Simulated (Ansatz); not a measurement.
## Electronic structure of H$_{4}$C$_{19}$ (slab) in real space

The calculation's input:

```
crystal:
  lattice:
    - [7.398, 0.0, 0.0]
    - [-3.699, 6.406856, 0.0]
    - [0.0, 0.0, 12.0]
  atoms:
    - { symbol: C, position: [0.0, 0.0, 0.0833333] }
    - { symbol: C, position: [0.2222222, 0.1111111, 0.0833333] }
    - { symbol: C, position: [0.0, 0.3333333, 0.0833333] }
    - { symbol: C, position: [0.2222222, 0.4444444, 0.0833333] }
    - { symbol: C, position: [0.0, 0.6666667, 0.0833333] }
    - { symbol: C, position: [0.2222222, 0.7777778, 0.0833333] }
    - { symbol: C, position: [0.3333333, 0.0, 0.0833333] }
    - { symbol: C, position: [0.5555556, 0.1111111, 0.0833333] }
    - { symbol: C, position: [0.3333333, 0.3333333, 0.0833333] }
    - { symbol: C, position: [0.5555556, 0.4444444, 0.0833333] }
    - { symbol: C, position: [0.3333333, 0.6666667, 0.0833333] }
    - { symbol: C, position: [0.5555556, 0.7777778, 0.0833333] }
    - { symbol: C, position: [0.6666667, 0.0, 0.0833333] }
    - { symbol: C, position: [0.8888889, 0.1111111, 0.0833333] }
    - { symbol: C, position: [0.6666667, 0.3333333, 0.0833333] }
    - { symbol: C, position: [0.8888889, 0.4444444, 0.0833333] }
    - { symbol: C, position: [0.6666667, 0.6666667, 0.0833333] }
    - { symbol: C, position: [0.8888889, 0.7777778, 0.0833333] }
    - { symbol: C, position: [0.530205, 0.617575, 0.25] }
    - { symbol: H, position: [0.6688857, 0.6164891, 0.22] }
    - { symbol: H, position: [0.5304592, 0.7570337, 0.22] }
    - { symbol: H, position: [0.3899236, 0.4792127, 0.22] }
    - { symbol: H, position: [0.530205, 0.617575, 0.3408333] }
basis:
  ecutwfc: 420.0
kpoints:
  mp_grid: { grid: [2, 2, 1] }
hamiltonian:
  xc: pbesol
scf:
  occupations: { method: fermi_dirac, width: 0.05 }
  lower_state_search: "off"
relax:
  f_tol: 0.08
  max_steps: 25
  adjacent_minimum: "off"
output:
  write_density: true
  write_potential: true
  elf: true
  volumetric_format: npy
```

Launched as:

```sh
ansatz run input.yaml --threads 1 --pin off --max-ram 3072MiB --backend cpu --events-out ev --progress --plain --runs-dir out
```

The fields are those of the run's last geometry, not of the input's.

These are results of DFT PBEsol, scalar-relativistic, plane waves, PAW in Ansatz 0.2.0, not measurements.

Core electrons are frozen (PAW), and the valence fields are smoothed inside the atomic spheres.

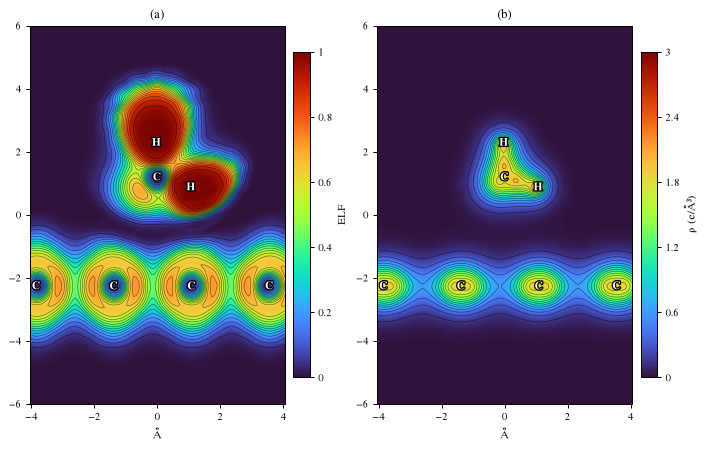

Figure 1. (a) ELF; (b) valence pseudo-density on the (100) plane of the calculation cell, a cut from vacuum to vacuum.

Q: Interpret the plot.

A: Atoms in the plane: C and H.
Atoms just off the plane (C, 0.8 Å away) can leave unmarked features too.
C–H (1.10 Å): ρ at the midpoint is about 1.9 e/Å³; the ELF climbs to about 1 towards the hydrogen, as it does in any bond to H (an ordinary covalent bond to hydrogen).
The density dies away to nearly zero in the vacuum.

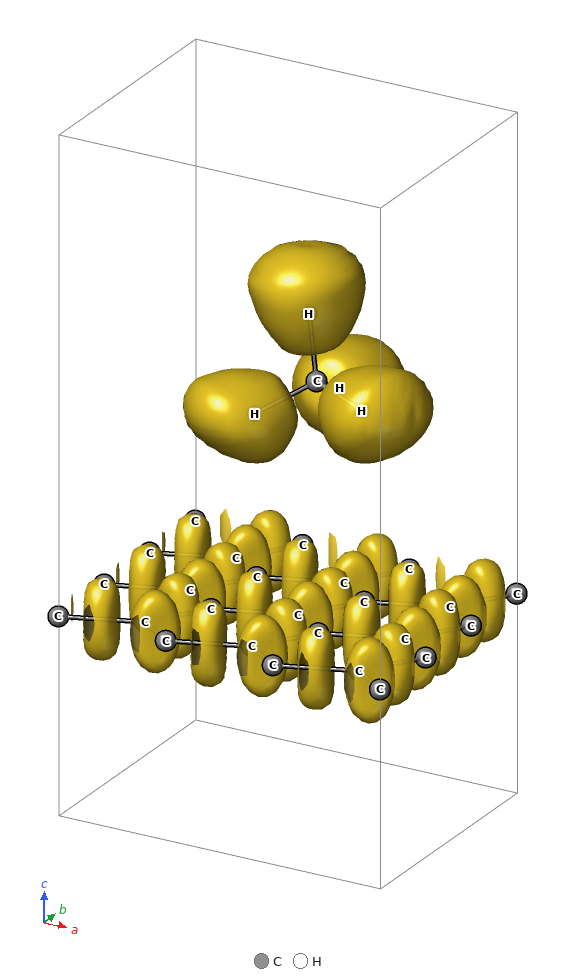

Figure 2. Isosurface of the electron localisation function at 0.8 (yellow), seen slightly off an axis. Core shells and regions of very low density are left out. Sticks mark near contacts.

Q: What do the ELF domains correspond to?

A: The ELF exceeds this value in 27 regions between bonded C–C atoms (shared pairs) and four regions around hydrogen nuclei, counted in one cell of 23 atoms. Counts are for one cell; the picture repeats the cell along the surface.


 C–C (1.42 Å): the ELF peaks at about 0.95 between the atoms, as expected for a covalent bond.
